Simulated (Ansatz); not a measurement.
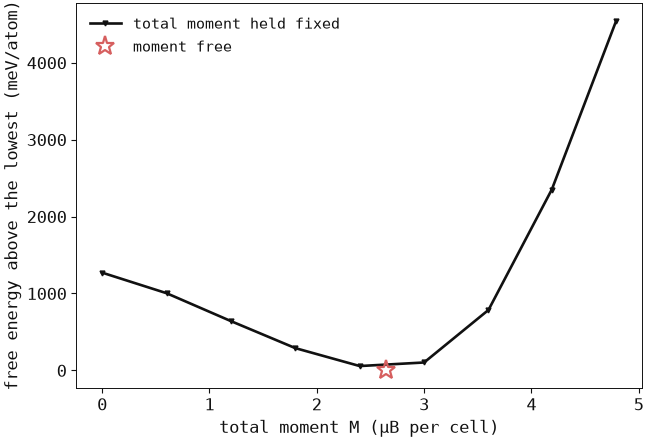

Fixed-spin-moment scan.
- system: Fe (Im-3m, 1 atom in the cell)
- method: DFT, r2SCAN, PAW, plane waves, scalar-relativistic (Ansatz); cutoff 500 eV, 13×13×13 k-mesh, Gaussian smearing of 0.1 eV, collinear spins

Q: Which total moment is preferred in this cell?

A: Among the held moments the energy is lowest at M = 2.4 μB. The best free run ends at M = 2.6 μB, at or below every held value. Antiparallel orders weren't tried, and these are the states found from these starts; lower ones may exist.

Q: How far does the point at M = 0 lie above the minimum?

A: About 1300 meV/atom. That run is non-magnetic, so this is the energy of forming the moments.
